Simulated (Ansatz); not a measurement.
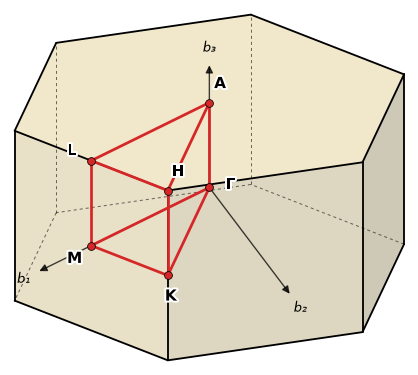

Crystal: MgTe, the end point of a relaxation with Ansatz, DFT, r2SCAN, plane waves, PAW. The first Brillouin zone and its special points. All values are computed from the atomic coordinates in the standard setting (tolerance 0.002 Å).

Space group No. 186, P6₃mc; a = 4.578 Å, b = 4.578 Å, c = 7.455 Å, α = 90.00°, β = 90.00°, γ = 120.00°.

Labels and path follow the convention of Hinuma et al. (2017), as computed by seekpath; the arrows show the directions of the reciprocal primitive vectors b₁, b₂, b₃, in which coordinates are given; lengths include the factor 2π.

**List the special points with their coordinates and distances from Γ.**

```csv
point,k₁,k₂,k₃,length of k (1/Å)
Γ,0,0,0,0.000
A,0,0,1/2,0.421
K,1/3,1/3,0,0.915
H,1/3,1/3,1/2,1.007
M,1/2,0,0,0.792
L,1/2,0,1/2,0.898
```

**What is the zone's volume?**

(2π)³ over the primitive cell's volume of 135.29 Å³: 1.83 Å⁻³.
